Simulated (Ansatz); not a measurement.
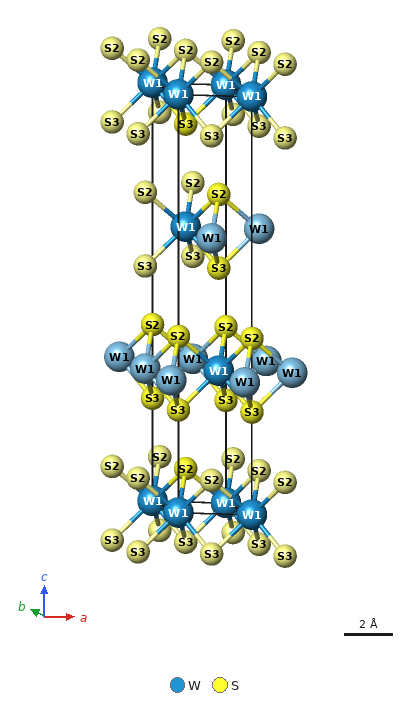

**Figure 1.** The structure (ball-and-stick view of the cell 3 times as large as that of the calculation, set on its symmetry axes, seen slightly off an axis; neighbours outside the cell are drawn fainter; atoms are numbered from 1 in the order of the input). An atom can appear more than once, as a periodic image.

**WS2: a changed input and its effect**

System: WS2 (R3m, 3 atoms in the cell).
Method of run A: DFT PBEsol, scalar-relativistic, plane waves, PAW, no spin polarisation (Ansatz 0.2.0).

The structure derives from a Materials Project entry. Text and figures count atoms from 1; the logs count them from 0 in places.

Input, run A:
```yaml
crystal:
  lattice:
    - [1.5635662919, 0.9027254195, 5.9345541654]
    - [-1.5635662919, 0.9027254195, 5.9345541654]
    - [0.0, -1.805450839, 5.9345541654]
  atoms:
    - { symbol: W, position: [0.00064831, 0.00064831, 0.00064831] }
    - { symbol: S, position: [0.4221153939, 0.4221153939, 0.4221153939] }
    - { symbol: S, position: [0.245936296, 0.245936296, 0.245936296] }
basis:
  ecutwfc: 420
kpoints:
  mp_grid: { grid: [12, 12, 12] }
  band_path: { path: [VBM, CBM], npoints: 2 }
hamiltonian:
  xc: pbesol
scf:
  occupations: { method: gaussian, width: 0.02 }
output:
  forces: true
  stress: true
  eigenvalues: true
checkpoint:
  read: start.run
  write: ck
  compress: false
  write_wavefunctions: false
  write_every: 100000
```

Launched with:
```bash
ansatz run input.yaml --threads 1 --pin off --max-ram 2560MiB --backend cpu --events-out ev --progress --plain --runs-dir out
```

Hardware: 1 thread of Arm Neoverse V1, 24 GiB of memory available, shared host.

Output, shortened to warnings, some set-up lines, iterations and results (run A):
```
Basis set: ecut = 420 eV, 979 PW (Γ), FFT grids on a1−a3, a2−a3, a3, exchange–correlation on 48×48×90 points (8 copies of the dense FFT grid, shifted against one another)
Symmetry: 6 space group operations
k-points: 189 of 1728 (time reversal used)
Initial density: read from a saved state, or passed on in memory by an earlier SCF of this step, an earlier step, the calling program or the single point that the run made first
[...]
SCF iter   1: F=—  HF=-12029.044649 eV  |F-HF|=—  |Δ(HF+E_count)|=         —  Δρ=7.33e-7  dr2=2.56e-10  ethr=2.60e-7  ⟨swp⟩=3.0  Hψ=27486  notcnv=0
SCF iter   2: F=-12029.044649 eV  HF=-12029.044649 eV  |F-HF|=1.00e-10  |Δ(HF+E_count)|=   7.30e-9  Δρ=4.79e-7  dr2=1.44e-10  ethr=1.00e-12  ⟨swp⟩=7.4  Hψ=15504  notcnv=0
SCF 1 converged in 2 iterations: F = -12029.044649 eV  dr2 = 1.44e-10
NSCF: frozen V_eff on 32 k-points
NSCF: frozen V_eff on 32 k-points
NSCF: frozen V_eff on 32 k-points
NSCF: frozen V_eff on 32 k-points
NSCF: frozen V_eff on 14 k-points
NSCF: frozen V_eff on 10 k-points
NSCF: frozen V_eff on 10 k-points
NSCF: frozen V_eff on 9 k-points
NSCF: frozen V_eff on 5 k-points
NSCF: frozen V_eff on 10 k-points
NSCF: frozen V_eff on 6 k-points
NSCF: frozen V_eff on 14 k-points
NSCF: frozen V_eff on 2 k-points
NSCF: frozen V_eff on 7 k-points
NSCF: frozen V_eff on 6 k-points
NSCF: frozen V_eff on 4 k-points
NSCF: frozen V_eff on 2 k-points
NSCF: frozen V_eff on 3 k-points
SCF converged after 2 iterations
Free energy (F): -12029.044649 eV
Harris-Foulkes:  -12029.044649 eV  (|F-HF|=1.00e-10)
Internal energy: -12029.044649 eV  (E = F + TS)
E sigma→0 (E₀):  -12029.044649 eV
Fermi energy:    13.166279 eV
--- Per-component energies (eV) ---
  E_band       = -164.302013
  E_kinetic    = 668.668536
  E_local      = -1599.024311  (includes V_loc(G=0)·N_el)
  E_nonlocal   = 60.475762
  E_hartree    = 629.607357
  E_xc         = -459.553557
  E_vxc        = -416.124544  (∫ρ·V_xc dr)
  E_paw        = -9604.615139  (= ΣΔE_a)
  E_vpaw       = -137.512105  (= ΣTr[D̂ρ^β])
  E_aug_tail   = -0.000068  (compensation charges beyond the density's cutoff)
  E_ewald      = -1724.948920
  E_core_change = 0.345691  (= ΣΔE_core)
  E_smearing   = -0.000000  (= −TS)
  E_closure    = 0.000000  (closes the sum)
  Σ components = -12029.044649   (vs F -12029.044649, Δ=0.00e0)
--- Forces (eV/Å), atoms counted from 1 ---
  atom   1  W      0.00000000     0.00000000    -0.00049115
  atom   2  S      0.00000000     0.00000000     0.00044325
  atom   3  S     -0.00000000    -0.00000000     0.00004947
  max |Σ_I F_I| component: 1.57e-6 eV/Å
--- Stress (GPa, compression-positive) ---
        2.990642       0.000000       0.000000
        0.000000       2.990642      -0.000000
        0.000000      -0.000000       2.987563
  P = ⅓ Tr σ = 2.9896 GPa (29.896 kbar)
```

For run B the input was changed thus:
```diff
-    - [1.5635662919, 0.9027254195, 5.9345541654]
-    - [-1.5635662919, 0.9027254195, 5.9345541654]
-    - [0.0, -1.805450839, 5.9345541654]
+    - [1.5736392948, 0.9085410705, 6.3849828593]
+    - [-1.5736392948, 0.9085410705, 6.3849828593]
+    - [0.0, -1.8170821409, 6.3849828593]
-    - { symbol: W, position: [0.00064831, 0.00064831, 0.00064831] }
-    - { symbol: S, position: [0.4221153939, 0.4221153939, 0.4221153939] }
-    - { symbol: S, position: [0.245936296, 0.245936296, 0.245936296] }
+    - { symbol: W, position: [0.0006717636, 0.0006717636, 0.0006717636] }
+    - { symbol: S, position: [0.415812917, 0.415812917, 0.415812917] }
+    - { symbol: S, position: [0.2522153193, 0.2522153193, 0.2522153193] }
```

Predict how the results change.

With the same functional and potentials, run B lies 10.6 meV per atom lower. The gap on the mesh goes from 0.78 to 1.16 eV. The pressure goes from 2.99 to −0.01 GPa. The volume per atom goes from 16.75 to 18.26 Å³. The plane waves at Γ go from 979 to 1059.

Output, shortened to warnings, some set-up lines, iterations and results (run B):
```
Warning: checkpoint.read: basis.fft_grid_basis: the saved state records [[1, -1, 0], [0, 1, 0], [0, -1, 1]]; without it this run's FFT boxes would lie on [[1, 0, -1], [0, 1, -1], [0, 0, 1]]; this run lays them on the saved basis, on which the saved density and orbitals are stored
Basis set: ecut = 420 eV, 1059 PW (Γ), FFT grids on a1−a2, a2, −a2+a3, exchange–correlation on 48×90×48 points (8 copies of the dense FFT grid, shifted against one another)
Symmetry: 6 space group operations
k-points: 189 of 1728 (time reversal used)
Initial density: read from a saved state, or passed on in memory by an earlier SCF of this step, an earlier step, the calling program or the single point that the run made first
[...]
SCF iter   1: F=—  HF=-12029.076454 eV  |F-HF|=—  |Δ(HF+E_count)|=         —  Δρ=9.38e-7  dr2=4.08e-10  ethr=4.11e-7  ⟨swp⟩=3.0  Hψ=27902  notcnv=0
SCF iter   2: F=—  HF=-12029.076455 eV  |F-HF|=—  |Δ(HF+E_count)|=   4.82e-7  Δρ=6.58e-7  dr2=3.67e-10  ethr=1.57e-12  ⟨swp⟩=7.8  Hψ=16213  notcnv=0
SCF iter   3: F=-12029.076455 eV  HF=-12029.076455 eV  |F-HF|=4.55e-11  |Δ(HF+E_count)|=  7.46e-11  Δρ=3.93e-7  dr2=8.45e-11  ethr=1.41e-12  ⟨swp⟩=1.3  Hψ=8320  notcnv=0
SCF 1 converged in 3 iterations: F = -12029.076455 eV  dr2 = 8.45e-11
NSCF: frozen V_eff on 32 k-points
NSCF: frozen V_eff on 32 k-points
NSCF: frozen V_eff on 32 k-points
NSCF: frozen V_eff on 29 k-points
NSCF: frozen V_eff on 17 k-points
NSCF: frozen V_eff on 10 k-points
NSCF: frozen V_eff on 9 k-points
NSCF: frozen V_eff on 17 k-points
NSCF: frozen V_eff on 2 k-points
NSCF: frozen V_eff on 7 k-points
NSCF: frozen V_eff on 6 k-points
NSCF: frozen V_eff on 14 k-points
NSCF: frozen V_eff on 2 k-points
NSCF: frozen V_eff on 3 k-points
SCF converged after 3 iterations
Free energy (F): -12029.076455 eV
Harris-Foulkes:  -12029.076455 eV  (|F-HF|=4.55e-11)
Internal energy: -12029.076455 eV  (E = F + TS)
E sigma→0 (E₀):  -12029.076455 eV
Fermi energy:    11.592461 eV
--- Per-component energies (eV) ---
  E_band       = -201.415712
  E_kinetic    = 666.960491
  E_local      = -1914.506758  (includes V_loc(G=0)·N_el)
  E_nonlocal   = 60.335976
  E_hartree    = 769.139737
  E_xc         = -458.760362
  E_vxc        = -415.062862  (∫ρ·V_xc dr)
  E_paw        = -9604.530800  (= ΣΔE_a)
  E_vpaw       = -137.422305  (= ΣTr[D̂ρ^β])
  E_aug_tail   = -0.000067  (compensation charges beyond the density's cutoff)
  E_ewald      = -1548.060363
  E_core_change = 0.345691  (= ΣΔE_core)
  E_smearing   = -0.000000  (= −TS)
  E_closure    = 0.000000  (closes the sum)
  Σ components = -12029.076455   (vs F -12029.076455, Δ=0.00e0)
--- Forces (eV/Å), atoms counted from 1 ---
  atom   1  W      0.00000000    -0.00000000    -0.00002563
  atom   2  S     -0.00000000     0.00000000     0.00008750
  atom   3  S      0.00000000    -0.00000000    -0.00006150
  max |Σ_I F_I| component: 3.76e-7 eV/Å
--- Stress (GPa, compression-positive) ---
       -0.001133       0.000000       0.000000
        0.000000      -0.001133      -0.000000
        0.000000      -0.000000      -0.019215
  P = ⅓ Tr σ = -0.0072 GPa (-0.072 kbar)
```

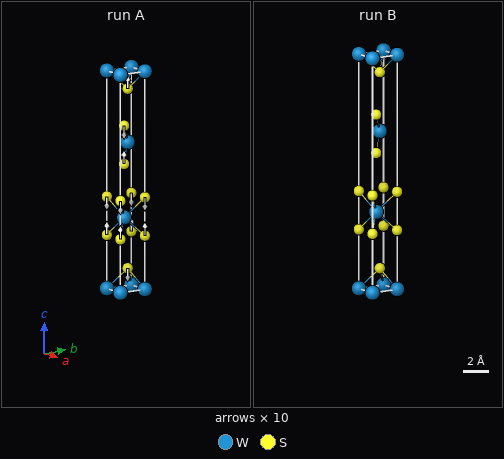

**Figure 2.** The two input geometries at one scale (ball-and-stick view of the cell 3 times as large as that of the calculation, set on its symmetry axes, seen slightly off an axis). The white arrows on the first give the shifts of the atoms relative to the cell, with their mean removed, magnified 10 times. The largest moves relative to the cell, 0.12 Å, are those of S atoms. W stays in place. (The mean shift of all atoms is removed.) The volume changes by +9.0 %, with a = b 3.127 → 3.147 Å (+0.6 %), c 17.804 → 19.155 Å (+7.6 %). Among the contacts that change: S–W 2.391 → 2.399 Å.

The two runs side by side:

```tsv
quantity	run A	run B
outcome	converged	converged
free energy per atom (eV)	−4009.6815	−4009.6922
gap on the mesh (eV)	0.78	1.16
pressure (GPa)	2.99	−0.01
volume per atom (Å³)	16.75	18.26
largest force (eV/Å)	0.000	0.000
irreducible k-points	189	189
plane waves at Γ	979	1059
wall time (shared host)	27 s	32 s
```

For both runs: Spin–orbit coupling is left out, which matters for W.
